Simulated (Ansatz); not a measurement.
This input was run:

```
crystal:
  lattice:
    - [0.0, 2.721481028, 2.721481028]
    - [2.721481028, 0.0, 2.721481028]
    - [2.721481028, 2.721481028, 0.0]
  atoms:
    - { symbol: Zn, position: [0.25, 0.25, 0.25] }
    - { symbol: S, position: [0.0, 0.0, 0.0] }
basis:
  ecutwfc: 420
kpoints:
  mp_grid: { grid: [10, 10, 10] }
  band_path:
    path:
      - [[0.0, 0.0, 0.0], [-0.5, -0.5, 0.0], [-0.375, -0.375, 0.25]]
      - [[-0.375, 0.0, 0.375], [0.0, 0.0, 0.0], [0.0, 0.0, 0.5], [-0.5, -0.25, 0.25], [-0.5, -0.5, 0.0]]
    npoints: 14
hamiltonian:
  xc: pbe
scf:
  occupations: { method: gaussian, width: 0.02 }
  n_extra_bands: 6
output:
  forces: true
  stress: true
  eigenvalues: true
  populations: true
  dos: { projected: true, de: 0.02, nscf_kmesh: { grid: [15, 15, 15] } }
  bader: true
  write_density: true
  write_potential: true
  elf: true
  volumetric_format: npy
```

Run as:
```bash
ansatz run input.yaml --threads 1 --pin off --max-ram 2560MiB --backend cpu --events-out ev --progress --plain --runs-dir out
```

Predict the main features of the band structure and density of states. The path is Γ–X–U|K–Γ–L–W–X.

The material is gapped. The gap along this path is 2.02 eV and direct: both edges lie at Γ. Three bands meet at the valence-band top at Γ: it is triply degenerate (spin aside). The top valence band spans 2.6 eV and the lowest conduction band 3.7 eV. The direct gaps are 5.60 eV at X, 8.33 eV at W and 4.10 eV at L.

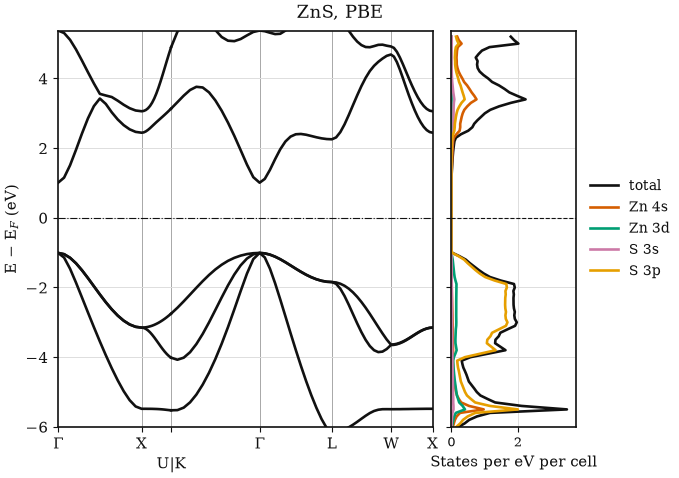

Band structure and density of states. Energies are counted from the Fermi level. The partial curves are projected on Löwdin-orthogonalised atomic shells; they sum to less than the total at higher energies, where shells without a projector contribute.
